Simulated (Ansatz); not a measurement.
# Rh: a changed input and its effect

System: Rh (slab, 3 atoms in the cell).
Method of run 1: DFT, LDA, plane waves, PAW, PAW set soft_1, no spin polarisation (Ansatz 0.2.0).

The structure derives from an entry of the Crystallography Open Database. The input holds or restrains some coordinates. Forces given for the steps count only the free coordinates. Text and figures count atoms from 1; the logs count them from 0 in places.

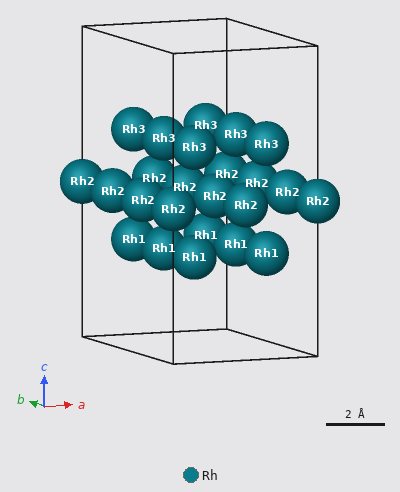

Fig. 1: The starting structure (spheres-only view of the 2 × 3 repeat of the cell, with the vacuum cut short, seen slightly off an axis; atoms are numbered from 1 in the order of the input). An atom can appear more than once, as a periodic image.

### The input, run 1
```yaml
crystal:
  lattice:
    - [2.7082931626, 0.0, 0.0]
    - [0.0, 2.7082931626, 0.0]
    - [0.0, 0.0, 17.8301049214]
  atoms:
    - { symbol: Rh, position: [0.5, 0.5, 0.3925944368] }
    - { symbol: Rh, position: [0.0, 0.0, 0.5] }
    - { symbol: Rh, position: [0.5, 0.5, 0.6074055632] }
basis:
  ecutwfc: 420
kpoints:
  mp_grid: { grid: [11, 11, 1] }
hamiltonian:
  xc: lda
  pseudopotentials: { kind: paw, azcp: { folder: soft_1 } }
scf:
  occupations: { method: gaussian, width: 0.1 }
  mixing: { algorithm: msr1, beta: 0.2, ndim: 8 }
output:
  forces: true
  eigenvalues: true
relax:
  adjacent_minimum: "off"
  f_tol: 0.03
  max_steps: 50
  constraints: [{ sites: [0] }]
efield:
  axis: 3
  dipole_correction: true
  ramp_width: 0.04
```

Command:
```bash
ansatz run input.yaml --threads 4 --pin off --max-ram 12288MiB --backend cpu --events-out ev --progress --plain --runs-dir out
```

Hardware: 4 threads of Arm Neoverse N1, 98 GiB of memory available, shared host.

### Output, shortened to warnings, some set-up lines, iterations and results (run 1)
```
Warning: [file] the record states the generating functional pbe (its physics header spells it `PBE`), which answers neither for hamiltonian.xc's functional nor for the lda family's — results may be inconsistent (PPs are generated against a specific XC)
WARN: efield: at this solve's end the planar-averaged density reaches -7.08e-5 e/Å³ inside the ramp window [0.9239, 0.0761] (bound 1e-5 e/Å³); by the running means of the window's planes the mean density over a ramp is at most 1.58e-5 e/Å³, which is held to the bound (the quickstart, § The vacuum guard, A window that rings); the window's nearer edge stands 5.64 Å from this solve's nearest atom …
WARN: efield: at this solve's end the planar-averaged density reaches 8.18e-5 e/Å³ inside the ramp window [0.9239, 0.0761] (bound 1e-5 e/Å³), and -8.15e-5 e/Å³ on another of its planes; by the running means of the window's planes the mean density over a ramp is at most 1.80e-5 e/Å³, which is held to the bound (the quickstart, § The vacuum guard, A window that rings); the window's nearer edge …
Basis set: ecut = 420 eV, 2615 PW (Γ)
Symmetry: 8 space group operations
k-points: 21 of 121
Initial density: superposition of atomic densities (neutral atoms: chi_scale 0, normalization atom)
[...]
SCF iter   1: F=—  HF=-18834.740037 eV  |F-HF|=—  |Δ(HF+E_count)|=         —  Δρ=5.97e-2  dr2=5.47e0  ethr=3.10e-3  p=0.000 e·Å  D=4.87e-14 V/Å  ΔV_dip=-0.00 eV  …
SCF iter   2: F=—  HF=-18833.636556 eV  |F-HF|=—  |Δ(HF+E_count)|=    1.10e0  Δρ=3.63e-2  dr2=1.86e0  ethr=3.10e-3  p=-0.000 e·Å  D=-3.03e-7 V/Å  ΔV_dip=0.00 eV  …
SCF iter   3: F=—  HF=-18833.080967 eV  |F-HF|=—  |Δ(HF+E_count)|=   5.56e-1  Δρ=1.06e-2  dr2=7.69e-2  ethr=3.10e-3  p=-0.000 e·Å  D=-2.62e-6 V/Å  ΔV_dip=0.00 eV  …
SCF iter   4: F=—  HF=-18833.058744 eV  |F-HF|=—  |Δ(HF+E_count)|=   2.22e-2  Δρ=2.15e-3  dr2=6.53e-3  ethr=1.51e-4  p=-0.000 e·Å  D=-8.49e-6 V/Å  ΔV_dip=0.00 eV  …
SCF iter   5: F=—  HF=-18833.059444 eV  |F-HF|=—  |Δ(HF+E_count)|=   6.99e-4  Δρ=9.34e-4  dr2=1.49e-3  ethr=1.28e-5  p=-0.000 e·Å  D=-6.71e-6 V/Å  ΔV_dip=0.00 eV  …
[... 31 lines ...]
SCF iter   5: F=—  HF=-18833.305495 eV  |F-HF|=—  |Δ(HF+E_count)|=   5.95e-6  Δρ=5.31e-5  dr2=6.78e-6  ethr=7.27e-8  p=-0.000 e·Å  D=-6.77e-5 V/Å  ΔV_dip=0.00 eV  …
SCF iter   6: F=—  HF=-18833.305498 eV  |F-HF|=—  |Δ(HF+E_count)|=   3.30e-6  Δρ=1.47e-5  dr2=4.75e-7  ethr=1.33e-8  p=-0.000 e·Å  D=-2.68e-5 V/Å  ΔV_dip=0.00 eV  …
SCF iter   7: F=-18833.305499 eV  HF=-18833.305499 eV  |F-HF|=2.32e-8  |Δ(HF+E_count)|=   5.09e-7  Δρ=2.36e-6  dr2=1.52e-8  ethr=1.96e-10  p=-0.000 e·Å  D=-1.17e-5 V/Å  …
SCF 4 converged in 7 iterations: F = -18833.305499 eV  dr2 = 1.52e-8
relax step   4: F+E_penalty+E_count = -18833.30549865 eV  Δ(F+E_penalty+E_count) = -7.111e-4 eV  max|allowed force component| = 1.193e-2 eV/Å  Δτ_max = 0.0178 Å  (7 SCF …
SCF converged after 7 iterations
Free energy (F): -18833.305499 eV
Harris-Foulkes:  -18833.305499 eV  (|F-HF|=2.32e-8)
Internal energy: -18833.280140 eV  (E = F + TS)
E sigma→0 (E₀):  -18833.292819 eV
Entropy (-TS):   -0.025359 eV (-8.453 meV/atom)
Fermi energy:    3.373489 eV
Dipole field:    D = 0.000087 V/Å  (p = 0.000063 e·Å, saw-weighted, corrected)
Work function:   Φ+ = 5.3032 eV   Φ− = 5.3047 eV
Levels:          The Fermi level and band energies are counted from a zero that moves with the ramp; work functions are not
Vacuum region:   at the solve's end the planar-averaged density reaches 8.18e-5 e/Å³ inside the ramp window [0.9239, 0.0761] (bound 1e-5 e/Å³), and -8.15e-5 e/Å³ on another of its planes; by the running means of the window's planes the mean density over a ramp is at most 1.80e-5 e/Å³, which is held …
--- Per-component energies (eV) ---
  E_band       = -1208.912021
  E_kinetic    = 1610.507634
  E_local      = -52879.829004  (includes V_loc(G=0)·N_el)
  E_nonlocal   = 916.260964
  E_hartree    = 25388.278154
  E_xc         = -598.651551
  E_vxc        = -754.180656  (∫ρ·V_xc dr)
  E_paw        = -10442.014089  (= ΣΔE_a)
  E_vpaw       = -878.233899  (= ΣTr[D̂ρ^β])
  E_aug_tail   = 0.000065  (compensation charges beyond the density's cutoff)
  E_efield     = 0.000000  (sawtooth field / dipole correction)
  E_vefield    = 0.000713  (∫n·V_field dr)
  E_ewald      = 17170.300241
  E_core_change = 1.867446  (= ΣΔE_core)
  E_smearing   = -0.025359  (= −TS)
  E_closure    = 0.000000  (closes the sum)
  Σ components = -18833.305499   (vs F -18833.305499, Δ=0.00e0)
--- Forces (eV/Å), atoms counted from 1 ---
  atom   1  Rh    -0.00000000     0.00000000     0.01393707
  atom   2  Rh    -0.00000000     0.00000000    -0.00203363
  atom   3  Rh     0.00000000     0.00000000    -0.01192516
  max |Σ_I F_I| component: 2.17e-5 eV/Å
--- Relaxed structure (4 steps of the walk, 4 accepted, 0 SCFs on fresh bases) ---
  F+E_penalty+E_count = -18833.30549865 eV   max|allowed force component| = 1.193e-2 eV/Å
  atoms:
    - { symbol: Rh, position: [0.5, 0.5, 0.3925944368] }
    - { symbol: Rh, position: [1.077796012732844e-34, 0.0, 0.49103597870368787] }
    - { symbol: Rh, position: [0.5, 0.5, 0.5894643521133112] }
```

The input of run 2 differs as follows (lines with − go, lines with + come):
```diff
-  xc: lda
+  xc: pbe
-  mixing: { algorithm: msr1, beta: 0.2, ndim: 8 }
```

Predict how the results change.

The total energies belong to different methods, so their difference says nothing on which is more stable or more accurate. The functional changes from LDA to PBE. The SCF takes 26 iterations over all geometry steps against 33.

### Output, shortened to warnings, some set-up lines, iterations and results (run 2)
```
WARN: efield: at this solve's end the planar-averaged density reaches -5.40e-5 e/Å³ inside the ramp window [0.9239, 0.0761] (bound 1e-5 e/Å³); by the running means of the window's planes the mean density over a ramp is at most 1.26e-5 e/Å³, which is held to the bound (the quickstart, § The vacuum guard, A window that rings); the window's nearer edge stands 5.64 Å from this solve's nearest atom …
Basis set: ecut = 420 eV, 2615 PW (Γ), exchange–correlation on 40×40×240 points (8 copies of the dense FFT grid, shifted against one another)
Symmetry: 8 space group operations
k-points: 21 of 121
Initial density: superposition of atomic densities (neutral atoms: chi_scale 0, normalization atom)
[...]
SCF iter   1: F=—  HF=-19207.883736 eV  |F-HF|=—  |Δ(HF+E_count)|=         —  Δρ=5.23e-2  dr2=4.51e0  ethr=3.10e-3  p=0.000 e·Å  D=4.87e-14 V/Å  ΔV_dip=-0.00 eV  …
SCF iter   2: F=—  HF=-19208.542599 eV  |F-HF|=—  |Δ(HF+E_count)|=   6.59e-1  Δρ=6.46e-2  dr2=6.63e0  ethr=3.10e-3  p=-0.000 e·Å  D=-6.14e-5 V/Å  ΔV_dip=0.00 eV  …
SCF iter   3: F=—  HF=-19206.664040 eV  |F-HF|=—  |Δ(HF+E_count)|=    1.88e0  Δρ=1.16e-2  dr2=1.48e-1  ethr=3.10e-3  p=-0.000 e·Å  D=-4.59e-6 V/Å  ΔV_dip=0.00 eV  …
SCF iter   4: F=—  HF=-19206.621072 eV  |F-HF|=—  |Δ(HF+E_count)|=   4.30e-2  Δρ=2.43e-3  dr2=1.00e-2  ethr=2.89e-4  p=-0.000 e·Å  D=-5.30e-7 V/Å  ΔV_dip=0.00 eV  …
SCF iter   5: F=—  HF=-19206.620459 eV  |F-HF|=—  |Δ(HF+E_count)|=   6.13e-4  Δρ=8.22e-4  dr2=2.20e-3  ethr=1.97e-5  p=0.000 e·Å  D=3.89e-6 V/Å  ΔV_dip=-0.00 eV  …
[... 24 lines ...]
SCF iter   2: F=—  HF=-19206.671675 eV  |F-HF|=—  |Δ(HF+E_count)|=   3.54e-7  Δρ=9.32e-6  dr2=1.23e-7  ethr=1.18e-9  p=-0.000 e·Å  D=-1.21e-4 V/Å  ΔV_dip=0.00 eV  …
SCF iter   3: F=—  HF=-19206.671675 eV  |F-HF|=—  |Δ(HF+E_count)|=   6.27e-8  Δρ=6.07e-6  dr2=1.04e-7  ethr=1.96e-10  p=-0.000 e·Å  D=-1.21e-4 V/Å  ΔV_dip=0.00 eV  …
SCF iter   4: F=-19206.671675 eV  HF=-19206.671675 eV  |F-HF|=1.45e-8  |Δ(HF+E_count)|=   2.57e-8  Δρ=1.57e-6  dr2=5.76e-9  ethr=1.96e-10  p=-0.000 e·Å  D=-1.22e-4 V/Å  …
SCF 4 converged in 4 iterations: F = -19206.671675 eV  dr2 = 5.76e-9
relax step   4: F+E_penalty+E_count = -19206.67167500 eV  Δ(F+E_penalty+E_count) = -6.212e-7 eV  max|allowed force component| = 2.166e-2 eV/Å  Δτ_max = 0.0000 Å  (4 SCF …
SCF converged after 4 iterations
Free energy (F): -19206.671675 eV
Harris-Foulkes:  -19206.671675 eV  (|F-HF|=1.45e-8)
Internal energy: -19206.640850 eV  (E = F + TS)
E sigma→0 (E₀):  -19206.656263 eV
Entropy (-TS):   -0.030825 eV (-10.275 meV/atom)
Fermi energy:    3.710752 eV
Dipole field:    D = -0.000137 V/Å  (p = -0.000099 e·Å, saw-weighted, corrected)
Work function:   Φ+ = 4.9383 eV   Φ− = 4.9358 eV
Levels:          The Fermi level and band energies are counted from a zero that moves with the ramp; work functions are not
--- Per-component energies (eV) ---
  E_band       = -1186.922196
  E_kinetic    = 1607.734120
  E_local      = -51301.396163  (includes V_loc(G=0)·N_el)
  E_nonlocal   = 898.567722
  E_hartree    = 24615.356900
  E_xc         = -601.576594
  E_vxc        = -754.389715  (∫ρ·V_xc dr)
  E_paw        = -10811.055053  (= ΣΔE_a)
  E_vpaw       = -868.157916  (= ΣTr[D̂ρ^β])
  E_aug_tail   = 0.000152  (compensation charges beyond the density's cutoff)
  E_efield     = 0.000000  (sawtooth field / dipole correction)
  E_vefield    = -0.000541  (∫n·V_field dr)
  E_ewald      = 16385.728067
  E_smearing   = -0.030825  (= −TS)
  E_closure    = -0.000000  (closes the sum)
  Σ components = -19206.671675   (vs F -19206.671675, Δ=0.00e0)
--- Forces (eV/Å), atoms counted from 1 ---
  atom   1  Rh    -0.00000000     0.00000000     0.00709504
  atom   2  Rh     0.00000000     0.00000000    -0.02165592
  atom   3  Rh    -0.00000000     0.00000000     0.01456430
  max |Σ_I F_I| component: 3.42e-6 eV/Å
--- Relaxed structure (4 steps of the walk, 4 accepted, 0 SCFs on fresh bases) ---
  F+E_penalty+E_count = -19206.67167500 eV   max|allowed force component| = 2.166e-2 eV/Å
  atoms:
    - { symbol: Rh, position: [0.5, 0.5, 0.3925944368] }
    - { symbol: Rh, position: [-5.333423568162528e-35, 0.0, 0.4957007242948903] }
    - { symbol: Rh, position: [0.5, 0.5, 0.5986358193517712] }
```

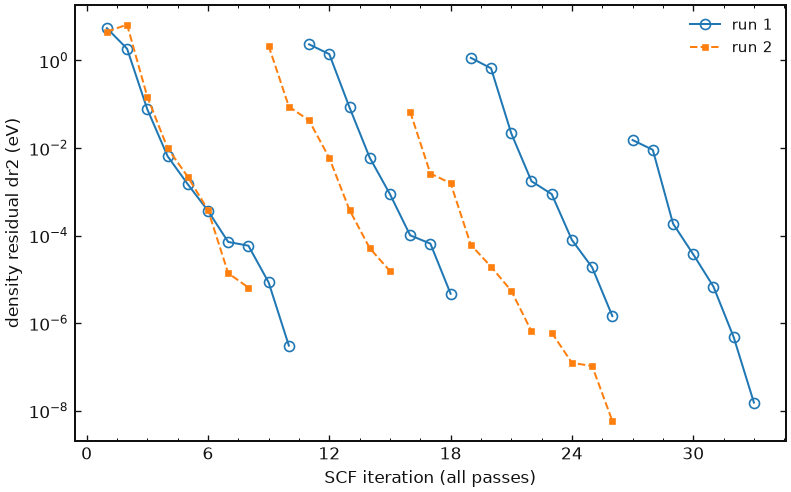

Fig. 2: Convergence of the two runs: density residual dr2 against the SCF iteration. A break in a curve parts two SCF passes. Run 1 takes 33 iterations in all, and run 2 takes 26.

### The two runs side by side

```csv
quantity,run 1,run 2
outcome,converged,converged
free energy per atom (eV),−6277.7685,−6402.2239
"energy per atom, smearing taken to zero (eV)",−6277.7643,−6402.2188
gap on the mesh (eV),0.00,0.00
largest force (eV/Å),0.014,0.022
SCF iterations,33,26
irreducible k-points,21,21
work function (eV),–,4.94
wall time (shared host),17 s,15 s
```

For run 1: Warnings: the PAW datasets were made with another functional; the density in the vacuum is higher than it should be, so vacuum levels may be off. For run 2: Warnings: the density in the vacuum is higher than it should be, so vacuum levels may be off.
